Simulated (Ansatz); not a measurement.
## A series of single points on InP

System: InP (F-43m, 2 atoms in the cell).
Method: Kohn-Sham DFT of a periodic cell, r2SCANh, Ansatz PAW, no spin polarisation (Ansatz 0.2.0).

The 5 runs differ only in the geometry, by an even scaling of the cell at fixed fractional positions. The structure derives from an entry of the Crystallography Open Database.

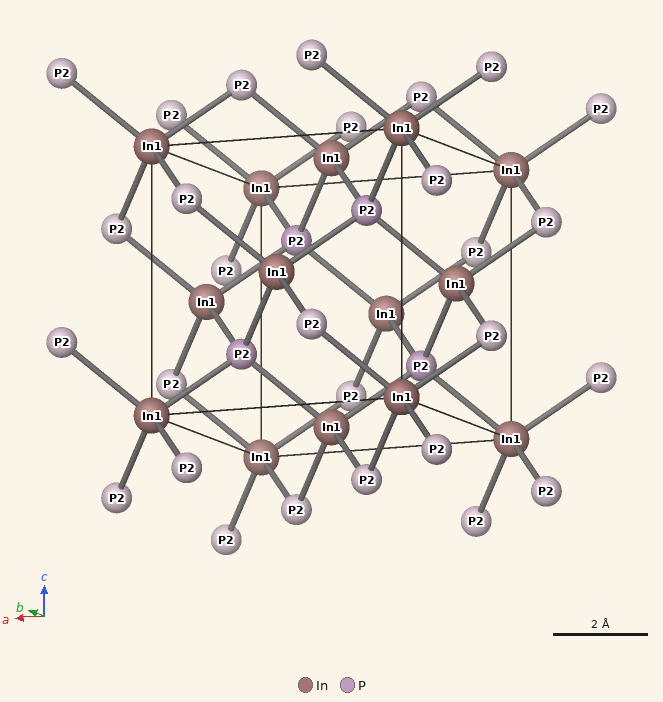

Figure 1. The structure of run 3 (ball-and-stick view of the cell 4 times as large as that of the calculation, set on its symmetry axes, seen at an oblique angle; neighbours outside the cell are drawn fainter; atoms are numbered from 1 in the order of the input).

## Input of run 3
```yaml
crystal:
  lattice:
    - [0.0, 2.9305, 2.9305]
    - [2.9305, 0.0, 2.9305]
    - [2.9305, 2.9305, 0.0]
  atoms:
    - { symbol: In, position: [0.0, 0.0, 0.0] }
    - { symbol: P, position: [0.75, 0.75, 0.75] }
hamiltonian:
  xc: r2scanh
  pseudopotentials: { kind: paw }
kpoints:
  mp_grid: { grid: [4, 4, 4] }
scf:
  occupations: { method: fermi_dirac, width: 0.05 }
output:
  forces: true
  stress: true
  eigenvalues: true
```

Command:
```bash
ansatz run input.yaml --threads 2 --pin off --max-ram 5632MiB --backend cpu --events-out ev --progress --plain --runs-dir out
```

Run 2 differs from it as follows:
```diff
-    - [0.0, 2.9305, 2.9305]
-    - [2.9305, 0.0, 2.9305]
-    - [2.9305, 2.9305, 0.0]
+    - [0.0, 2.8908937935, 2.8908937935]
+    - [2.8908937935, 0.0, 2.8908937935]
+    - [2.8908937935, 2.8908937935, 0.0]
```

## Results, with one run withheld

```csv
run,volume per atom (Å³),"free energy per atom, from the lowest run given (meV)",pressure (GPa),gap on the mesh (eV)
1,23.657,37.55,6.87,2.04
2,24.160,?,?,?
3,25.167,0.00,1.39,1.66
4,26.173,0.37,−1.40,1.42
5,26.677,6.67,−2.59,1.30
```

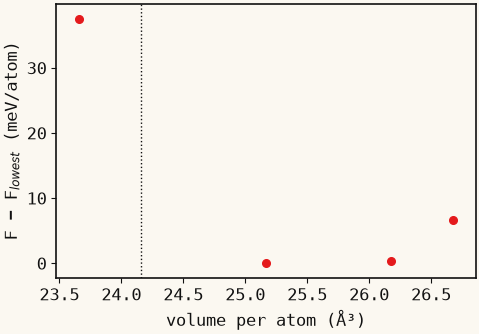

Figure 2. Free energy per atom of the runs given; the dotted line marks run 2.

Estimate the energy of run 2 from the others.

A quadratic polynomial in V^(−2/3) (the Birch–Murnaghan form), fitted to the 4 runs given, misses them by at most 0.05 meV per atom. With x = V^(−2/3) − 0.11581 Å⁻², it reads F = −1.3827 + 1604.4 x + 9.8023e+05 x² (meV per atom). At run 2 it gives 19.29 meV per atom, and the run itself gives 19.20. The slope of the fit gives a pressure −dF/dV of 4.84 GPa there, and the run prints 4.85 GPa. The fit has its minimum at 25.645 Å³ per atom, where V d²F/dV² gives 72 GPa: the bulk modulus at this level, since symmetry fixes the shape and the positions. The gap on the mesh goes, without turning, from 2.04 eV in run 1 to 1.30 eV in run 5; run 2 has 1.91 eV. These are gaps of this functional on this mesh, which can miss the band edges; they aren't the measured gap.

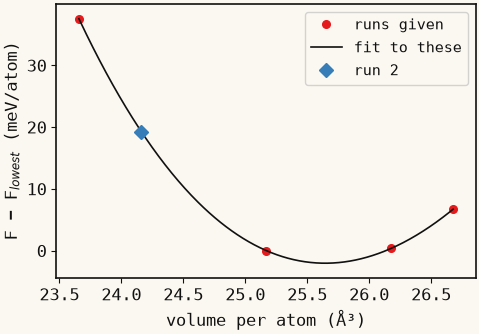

Figure 3. The fit and the withheld run.

## Output, shortened to warnings, some set-up lines, iterations and results (run 2)
```
Warning: output.stress: scf.convergence.dr2_threshold = 1e-7 eV (the SCF's general default) is looser than the 2e-10 eV advised for a printed stress (1e-10 eV for each atom of the cell: 2). What an SCF threshold leaves in a stress goes as its square root, and in the free energy as the threshold itself, and one threshold admits the most on a small cell: of the crystals measured, under no hybrid …
Warning: output.stress: scf.exx.energy_threshold = 1e-6 eV is looser than the 2e-8 eV advised for a stress under a hybrid functional (1e-8 eV for each atom of the cell: 2). Every SCF of the exchange loop can meet its threshold on dr2 while the loop round them stops early: no threshold on dr2 bounds what that leaves in the stress. Set scf.exx.energy_threshold to 2e-8 eV or tighter. The threshold …
Basis set: ecut = 500 eV, 1243 PW (Γ), exchange–correlation on 120×120×120 points (64 copies of the dense FFT grid, shifted against one another)
Symmetry: 24 space group operations
k-points: 8 of 64 (time reversal used)
Initial density: superposition of atomic densities (neutral atoms: chi_scale 0, normalization atom), corrected by the library's trained network
[...]
SCF iter   1: F=—  HF=-6371.572638 eV  |F-HF|=—  |Δ(HF+E_count)|=         —  Δρ=6.97e-3  dr2=1.38e-2  dr2_τ=1.40e-2  ethr=1.77e-3  ⟨swp⟩=8.0  Hψ=506  notcnv=0
SCF iter   2: F=—  HF=-6371.586981 eV  |F-HF|=—  |Δ(HF+E_count)|=   1.43e-2  Δρ=2.27e-3  dr2=1.88e-3  dr2_τ=7.32e-5  ethr=7.66e-5  ⟨swp⟩=3.9  Hψ=318  notcnv=0  defer=2
SCF iter   3: F=—  HF=-6371.587293 eV  |F-HF|=—  |Δ(HF+E_count)|=   3.12e-4  Δρ=1.12e-3  dr2=3.19e-4  dr2_τ=6.91e-6  ethr=1.05e-5  ⟨swp⟩=2.2  Hψ=184  notcnv=0
SCF iter   4: F=-6371.587414 eV  HF=-6371.587414 eV  |F-HF|=1.72e-7  |Δ(HF+E_count)|=   1.21e-4  Δρ=9.41e-5  dr2=2.28e-6  dr2_τ=4.13e-7  ethr=1.37e-8  ⟨swp⟩=4.8  Hψ=519  …
SCF 1 stopped early in 4 iterations: F = -6371.587414 eV  dr2 = 2.28e-6
SCF iter   1: F=—  HF=-6371.450425 eV  |F-HF|=—  |Δ(HF+E_count)|=         —  Δρ=9.88e-4  dr2=3.18e-4  dr2_τ=2.53e-5  ethr=1.27e-7  ⟨swp⟩=8.4  Hψ=591  notcnv=0
SCF iter   2: F=—  HF=-6371.450502 eV  |F-HF|=—  |Δ(HF+E_count)|=   7.70e-5  Δρ=1.78e-4  dr2=2.25e-5  dr2_τ=6.90e-7  ethr=1.27e-7  ⟨swp⟩=4.0  Hψ=279  notcnv=0
SCF iter   3: F=—  HF=-6371.450733 eV  |F-HF|=—  |Δ(HF+E_count)|=   2.31e-4  Δρ=1.19e-4  dr2=5.14e-6  dr2_τ=4.10e-8  ethr=5.43e-8  ⟨swp⟩=4.4  Hψ=289  notcnv=0
SCF iter   4: F=—  HF=-6371.450732 eV  |F-HF|=—  |Δ(HF+E_count)|=   4.49e-7  Δρ=2.17e-5  dr2=3.26e-7  dr2_τ=8.80e-9  ethr=2.79e-8  ⟨swp⟩=3.0  Hψ=209  notcnv=0
SCF iter   5: F=-6371.450732 eV  HF=-6371.450732 eV  |F-HF|=5.99e-10  |Δ(HF+E_count)|=   2.76e-8  Δρ=3.90e-6  dr2=1.08e-7  dr2_τ=6.51e-10  ethr=1.23e-9  ⟨swp⟩=3.8  Hψ=297  …
SCF 2 stopped early in 5 iterations: F = -6371.450732 eV  dr2 = 1.08e-7
SCF iter   1: F=—  HF=-6371.450732 eV  |F-HF|=—  |Δ(HF+E_count)|=         —  Δρ=5.52e-6  dr2=2.21e-8  dr2_τ=4.51e-10  ethr=8.66e-9  ⟨swp⟩=5.8  Hψ=287  notcnv=0
SCF iter   2: F=-6371.450732 eV  HF=-6371.450732 eV  |F-HF|=1.05e-10  |Δ(HF+E_count)|=   1.43e-9  Δρ=1.45e-6  dr2=1.18e-9  dr2_τ=4.22e-11  ethr=1.17e-10  ⟨swp⟩=3.9  Hψ=226  …
SCF 3 converged in 2 iterations: F = -6371.450732 eV  dr2 = 1.18e-9
  Residual-converged pass: ⟨swp⟩=3.5  Hψ=252  notcnv=0  max |occ|·‖R‖ = 2.2e-6 eV (tolerance 2.4e-6 eV)  dr2=1.19e-9  dr2_τ=4.37e-11  dr2_onsite=2.47e-11  max |Δocc| = 1.1e-17
hybrid outer 2: dexx = +6.431e-9 eV, tail = 2.50e-9 eV, Δε = 2.19e-4 eV (about 2.61e-5 eV left of the loop's levels)
hybrid SCF converged: 2 outer / 7 inner (+4 warm-up), last move |dexx| = 6.43e-9 eV, tail = 2.50e-9 eV
Stability not checked: this state was not tested for a lower state beside it, because the functional holds exact exchange (a hybrid, or Hartree-Fock), whose exchange loop this test does not read (fock_operator; see scf.lower_state_search)
Free energy (F): -6371.450732 eV
Frozen-core exchange: fock
Harris-Foulkes:  -6371.450732 eV  (|F-HF|=1.05e-10)
Internal energy: -6371.450732 eV  (E = F + TS)
E sigma→0 (E₀):  -6371.450732 eV
Fermi energy:    8.091118 eV
--- Per-component energies (eV) ---
  E_band       = -66.681962
  E_kinetic    = 315.399915
  E_local      = -1375.574266  (includes V_loc(G=0)·N_el)
  E_nonlocal   = 401.563908
  E_hartree    = 545.181280
  E_xc         = -236.340311
  E_vxc        = -156.190347  (∫ρ·V_xc dr)
  E_exx        = -19.226908  (= α·E_x^exact, valence–valence)
  E_paw        = -4765.958202  (= ΣΔE_a)
  E_vpaw       = -312.693339  (= ΣTr[D̂ρ^β])
  E_aug_tail   = 0.000008  (compensation charges beyond the density's cutoff)
  E_vtau       = 8.903251  (kinetic-family band-sum trace: ∫τ·v_τ [+ j·A + Jᵃ·Aᵃ] dr)
  E_ewald      = -1237.432396
  E_core_change = 0.936240  (= ΣΔE_core)
  E_smearing   = -0.000000  (= −TS)
  E_closure    = -0.000000  (closes the sum)
  Σ components = -6371.450732   (vs F -6371.450732, Δ=0.00e0)
--- Forces (eV/Å), atoms counted from 1 ---
  atom   1  In    -0.00000000     0.00000000     0.00000000
  atom   2  P      0.00000000    -0.00000000    -0.00000000
  max |Σ_I F_I| component: 1.48e-16 eV/Å
--- Stress (GPa, compression-positive) ---
        4.846179       0.000000       0.000000
       -0.000000       4.846179       0.000000
       -0.000000       0.000000       4.846179
  P = ⅓ Tr σ = 4.8462 GPa (48.462 kbar)
```

Warnings of the run: the exchange loop's threshold is looser than advised for the stress; the SCF threshold is looser than advised for the printed stress.
